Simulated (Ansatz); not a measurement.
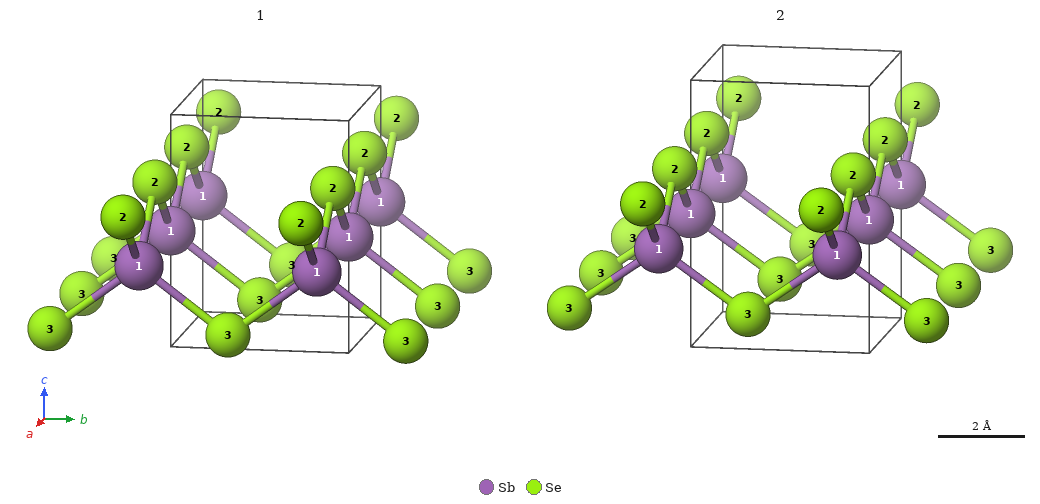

Two geometries of crystalline SbSe$_{2}$ (a generated structure, set up in P-4m2), drawn at one scale. One is the start of a relaxation, the other its converged end. The picture is a ball-and-stick view of the cell of the calculation, repeated 2 × 1 × 1 with one cell outlined, seen slightly off an axis.

Theory: DFT PBE, scalar-relativistic, plane waves, PAW in Ansatz. Settings: plane-wave cutoff 420 eV; k-point mesh 12 × 12 × 8; occupations gaussian; smearing width 0.1 eV; no spin polarisation; cell and atoms relaxed; force threshold 0.01 eV/Å; at most 80 steps.

Question: Which one is relaxed?

Answer: Structure 1 is the relaxed one. The energy falls by 16.0 meV per cell of the calculation in 12 accepted moves (13 points after the start). The largest force component goes from 0.21 to 0.0014 eV/Å. Pressure: 0.80 GPa at the start and 0.00 GPa at the end. The SCF was repeated once at an unchanged geometry on a basis and grid sized afresh for the cell, which shifted the energy by 1.2 meV per cell of the calculation at most. The largest moves relative to the cell, 0.28 Å, are those of Se2 and Se3. Se3 goes along −c. Sb stays in place. The volume changes by −13.7 %, with a = b 4.267 → 4.249 Å (−0.4 %), c 6.399 → 5.570 Å (−13.0 %). Among the contacts that change: Sb1–Se2 2.607 → 2.650 Å. Among the angles between lasting bonds that change: Sb1–Se3–Sb1 109.9° → 106.6°, Se2–Sb1–Se2 109.9° → 106.6°. The space group stays P-4m2 (No. 115).
